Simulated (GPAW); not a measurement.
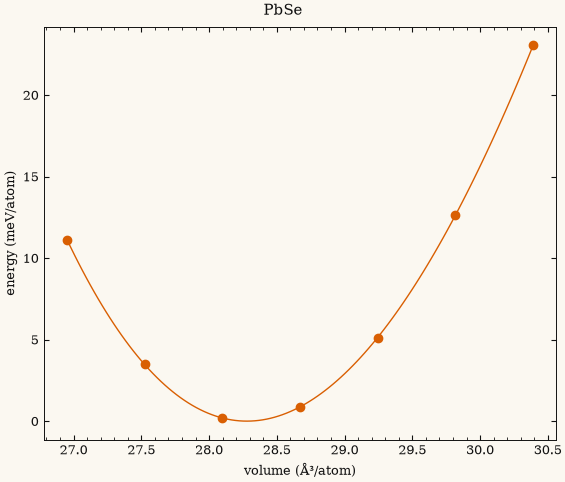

The picture above shows the energy against volume for PbSe, space group Fm-3m (No. 225).

Starting cell:
```xyz
2
Lattice="0.0000 3.0606 3.0606 3.0606 0.0000 3.0606 3.0606 3.0606 0.0000" Properties=species:S:1:pos:R:3 pbc="T T T"
Pb    0.0000    0.0000    0.0000
Se    3.0606    3.0606    3.0606
```

How it was computed, with GPAW 26.7.0: PAW DFT in plane waves, on a grid or in atomic orbitals, no spin polarisation; energies at scaled volumes of the given cell, shape and fractions fixed, counted from the fit's minimum, third-order Birch-Murnaghan fit. Level: PBEsol.

- k mesh: 8×8×8
- occupations: Fermi–Dirac
- smearing width: 0.05 eV
- potentials: PAW data sets made by gpaw setup for the functional
- wave cutoff: 600 eV
- program settings: basis pw

This calculation gives: equilibrium volume 28.28 Å³/atom and bulk modulus 52.8 GPa.

Now Se is replaced by S on all its sites, which gives PbS in the same structure. How do these quantities change?

The equilibrium volume falls from 28.28 to 25.60 Å³/atom (−9.5 %) and the bulk modulus rises from 52.8 to 58.9 GPa (+12 %).

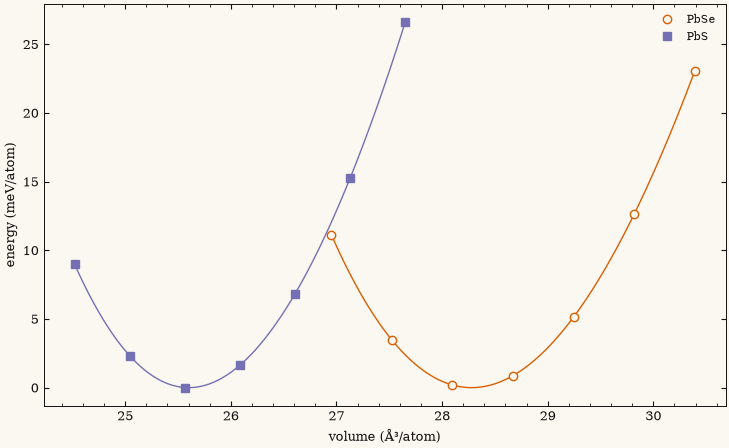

The two results together.

For both, limits of the calculation: spin-orbit coupling left out, heavy elements.

V0 and the bulk modulus come from third-order Birch–Murnaghan fits.
